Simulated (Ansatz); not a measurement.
# Two runs on Na

System: Na (Im-3m, 1 atom in the cell).
Method of run 1: Kohn-Sham DFT of a periodic cell, LDA, all-electron LAPW, scalar-relativistic, no spin polarisation (Ansatz 0.2.0).

The structure derives from an entry of the Crystallography Open Database. Text and figures count atoms from 1; the logs count them from 0 in places.

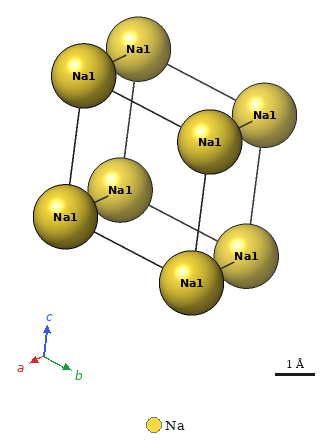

**Figure 1.** The structure (spheres-only view of the cell of the calculation, seen slightly off an axis; atoms are numbered from 1 in the order of the input).

Input, run 1:
```yaml
crystal:
  lattice:
    - [-2.141, 2.141, 2.141]
    - [2.141, -2.141, 2.141]
    - [2.141, 2.141, -2.141]
  atoms:
    - { symbol: Na, position: [0.0, 0.0, 0.0] }
kpoints:
  mp_grid: { grid: [9, 9, 9] }
scf:
  occupations: { method: gaussian, width: 0.05 }
hamiltonian:
  xc: lda
  pseudopotentials: { kind: all_electron, lapw: { basis_error: 0.001 } }
output:
  forces: true
  stress: true
  eigenvalues: true
```

Command:
```bash
ansatz run input.yaml --threads 1 --pin off --max-ram 3072MiB --backend cpu --events-out ev --progress --plain --runs-dir out
```

Hardware: 1 thread of Arm Neoverse V2, 24 GiB of memory available, shared host.

Output, shortened to warnings, some set-up lines, iterations and results (run 1):
```
Basis set: ecut = 75.36143742364604 eV, 55 PW (Γ), exchange–correlation at level 2
Symmetry: 48 space group operations
k-points: 35 of 729
Initial density: superposition of atomic densities (chi_scale 0.1, normalization cell)
[...]
SCF iter   1: F=—  HF=-4400.304947 eV  |F-HF|=—  |Δ(HF+E_count)|=         —  Δρ=1.83e-3  dr2=1.73e-3  ethr=1.92e-5  ⟨swp⟩=3.9  Hψ=2588  notcnv=0
SCF iter   2: F=—  HF=-4400.303685 eV  |F-HF|=—  |Δ(HF+E_count)|=   1.26e-3  Δρ=9.18e-4  dr2=4.33e-4  ethr=1.92e-5  ⟨swp⟩=2.0  Hψ=917  notcnv=0
SCF iter   3: F=—  HF=-4400.303673 eV  |F-HF|=—  |Δ(HF+E_count)|=   1.24e-5  Δρ=1.29e-4  dr2=8.58e-6  ethr=9.53e-8  ⟨swp⟩=2.0  Hψ=1529  notcnv=0
SCF iter   4: F=—  HF=-4400.303635 eV  |F-HF|=—  |Δ(HF+E_count)|=   3.81e-5  Δρ=1.20e-5  dr2=7.51e-8  ethr=9.53e-8  ⟨swp⟩=2.0  Hψ=917  notcnv=0
SCF iter   5: F=-4400.303635 eV  HF=-4400.303635 eV  |F-HF|=5.66e-10  |Δ(HF+E_count)|=   4.19e-8  Δρ=7.34e-7  dr2=2.84e-10  ethr=8.35e-10  ⟨swp⟩=2.5  Hψ=934  notcnv=0
SCF 1 converged in 5 iterations: F = -4400.303635 eV  dr2 = 2.84e-10
SCF converged after 5 iterations
Free energy (F): -4400.303635 eV
Harris-Foulkes:  -4400.303635 eV  (|F-HF|=5.66e-10)
Internal energy: -4400.302856 eV  (E = F + TS)
E sigma→0 (E₀):  -4400.303245 eV
Entropy (-TS):   -0.000779 eV (-0.779 meV/atom)
Fermi energy:    1.133187 eV
--- Per-component energies (eV) ---
  E_band       = -245.652885
  E_kinetic    = 4396.579252
  E_xc         = -369.839220
  E_electrostatic = -8427.042887  (all electrons and nuclei)
  E_smearing   = -0.000779  (= −TS)
  E_closure    = 0.000000  (closes the sum)
  E_atoms      = -4398.872023  (free atoms, spherical and without spin; not in F)
  Σ components = -4400.303635   (vs F -4400.303635, Δ=0.00e0)
  Basis errors (estimates in eV, not in F): energy 2.8e-4 per atom: plane waves 2.8e-4 (1.4e-4 summed), levels above the bands 0.0e0, relativity 6.9e-11, radial functions 3.3e-6, core shells 4.6e-17; eigenvalues (radial functions only) 3.9e-3; not estimated: angular momenta, meshes, grids; target …
--- Forces (eV/Å), atoms counted from 1 ---
  atom   1  Na     0.00000000    -0.00000000     0.00000000
  max |Σ_I F_I| component: 4.11e-33 eV/Å
--- Stress (GPa, compression-positive) ---
       -1.122609       0.000000       0.000000
        0.000000      -1.122609      -0.000000
        0.000000      -0.000000      -1.122609
  P = ⅓ Tr σ = -1.1226 GPa (-11.226 kbar)
```

The input of run 2 differs as follows (lines with − go, lines with + come):
```diff
-  xc: lda
+  xc: pbesol
```

Predict how the results change.

The total energies belong to different methods, so their difference says nothing on which is more stable or more accurate. The pressure goes from −1.12 to −0.55 GPa. The functional changes from LDA to PBEsol. Along LDA, PBEsol, PBE and RPBE the binding weakens and the preferred volume grows, so the same cell is under more pressure with the later ones. The number of SCF iterations is the same.

Output, shortened to warnings, some set-up lines, iterations and results (run 2):
```
Basis set: ecut = 74.8448376306899 eV, 55 PW (Γ), exchange–correlation at level 2
Symmetry: 48 space group operations
k-points: 35 of 729
Initial density: superposition of atomic densities (chi_scale 0.1, normalization cell)
[...]
SCF iter   1: F=—  HF=-4409.535163 eV  |F-HF|=—  |Δ(HF+E_count)|=         —  Δρ=1.84e-3  dr2=1.75e-3  ethr=1.95e-5  ⟨swp⟩=3.9  Hψ=2588  notcnv=0
SCF iter   2: F=—  HF=-4409.533829 eV  |F-HF|=—  |Δ(HF+E_count)|=   1.33e-3  Δρ=9.11e-4  dr2=4.29e-4  ethr=1.95e-5  ⟨swp⟩=2.0  Hψ=907  notcnv=0
SCF iter   3: F=—  HF=-4409.533768 eV  |F-HF|=—  |Δ(HF+E_count)|=   6.09e-5  Δρ=1.10e-4  dr2=6.21e-6  ethr=6.90e-8  ⟨swp⟩=2.0  Hψ=1519  notcnv=0
SCF iter   4: F=—  HF=-4409.533733 eV  |F-HF|=—  |Δ(HF+E_count)|=   3.51e-5  Δρ=8.12e-6  dr2=3.46e-8  ethr=6.90e-8  ⟨swp⟩=2.0  Hψ=907  notcnv=0
SCF iter   5: F=-4409.533733 eV  HF=-4409.533733 eV  |F-HF|=9.97e-10  |Δ(HF+E_count)|=   1.21e-7  Δρ=5.37e-7  dr2=1.54e-10  ethr=3.84e-10  ⟨swp⟩=2.2  Hψ=913  notcnv=0
SCF 1 converged in 5 iterations: F = -4409.533733 eV  dr2 = 1.54e-10
SCF converged after 5 iterations
Free energy (F): -4409.533733 eV
Harris-Foulkes:  -4409.533733 eV  (|F-HF|=9.97e-10)
Internal energy: -4409.532954 eV  (E = F + TS)
E sigma→0 (E₀):  -4409.533344 eV
Entropy (-TS):   -0.000779 eV (-0.779 meV/atom)
Fermi energy:    1.279712 eV
--- Per-component energies (eV) ---
  E_band       = -244.035498
  E_kinetic    = 4410.721606
  E_xc         = -379.596694
  E_electrostatic = -8440.657866  (all electrons and nuclei)
  E_smearing   = -0.000779  (= −TS)
  E_closure    = 0.000000  (closes the sum)
  E_atoms      = -4408.143572  (free atoms, spherical and without spin; not in F)
  Σ components = -4409.533733   (vs F -4409.533733, Δ=0.00e0)
  Basis errors (estimates in eV, not in F): energy 2.8e-4 per atom: plane waves 2.8e-4 (1.4e-4 summed), levels above the bands 0.0e0, relativity 3.4e-9, radial functions 3.3e-6, core shells 3.7e-18; eigenvalues (radial functions only) 3.7e-3; not estimated: angular momenta, meshes, grids; target …
--- Forces (eV/Å), atoms counted from 1 ---
  atom   1  Na    -0.00000000     0.00000000     0.00000000
  max |Σ_I F_I| component: 3.60e-33 eV/Å
--- Stress (GPa, compression-positive) ---
       -0.547234      -0.000000       0.000000
       -0.000000      -0.547234       0.000000
        0.000000       0.000000      -0.547234
  P = ⅓ Tr σ = -0.5472 GPa (-5.472 kbar)
```

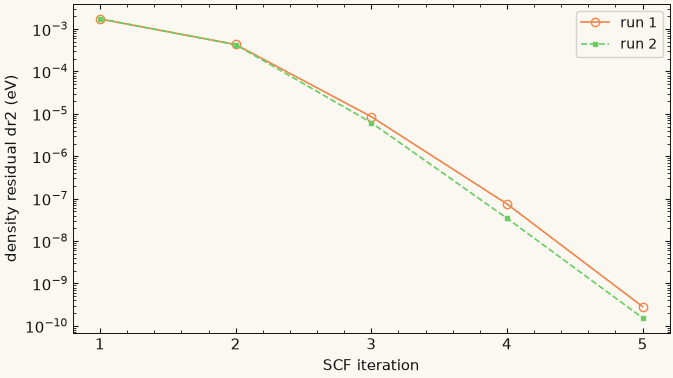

**Figure 2.** Convergence of the two runs: density residual dr2 against the SCF iteration. Run 1 takes 5 iterations in all, and run 2 takes 5.

The two runs side by side:

```csv
quantity,run 1,run 2
outcome,converged,converged
free energy per atom (eV),−4400.3036,−4409.5337
"energy per atom, smearing taken to zero (eV)",−4400.3032,−4409.5333
gap on the mesh (eV),0.00,0.00
pressure (GPa),−1.12,−0.55
largest force (eV/Å),0.000,0.000
SCF iterations,5,5
irreducible k-points,35,35
plane waves at Γ,55,55
wall time (shared host),0.71 s,0.73 s
```
